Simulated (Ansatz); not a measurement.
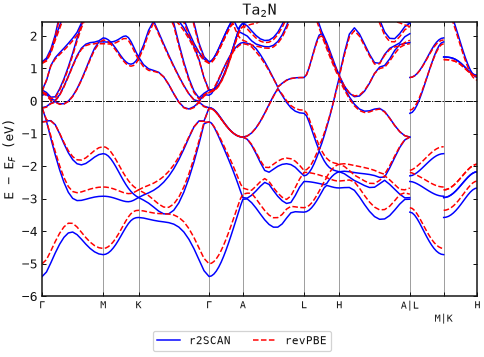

Band structures of CdI2-type Ta2N, space group P-3m1, 3 atoms in the cell (a = 3.113 Å, c = 4.870 Å (hexagonal axes)), by two methods on the same cell. Each is counted from its own Fermi level.

### What changes from one method to the other?

Both give a metal. Levels within 1 eV of the Fermi level in either run differ by 0.03 eV on average and by 0.12 eV at most (between L and H). Filled levels 1 to 5 eV under it lie 0.20 eV deeper on average in r2SCAN than in revPBE.

Settings. r2SCAN: Ansatz PAW, no spin polarisation, no spin-orbit coupling, 10×10×6 k mesh, 500 eV cutoff, Fermi-Dirac smearing of 0.05 eV (Ansatz 0.2.0). revPBE: Ansatz PAW, no spin polarisation, no spin-orbit coupling, 10×10×6 k mesh, 420 eV cutoff, Fermi-Dirac smearing of 0.05 eV (Ansatz).

The cell is at 2 GPa in revPBE and −5 GPa in r2SCAN. Spin-orbit coupling is left out, which matters for Ta. The PAW data sets were made with another functional. The cell comes from a database of computed structures, and whether it is the stable form of this composition wasn't checked.
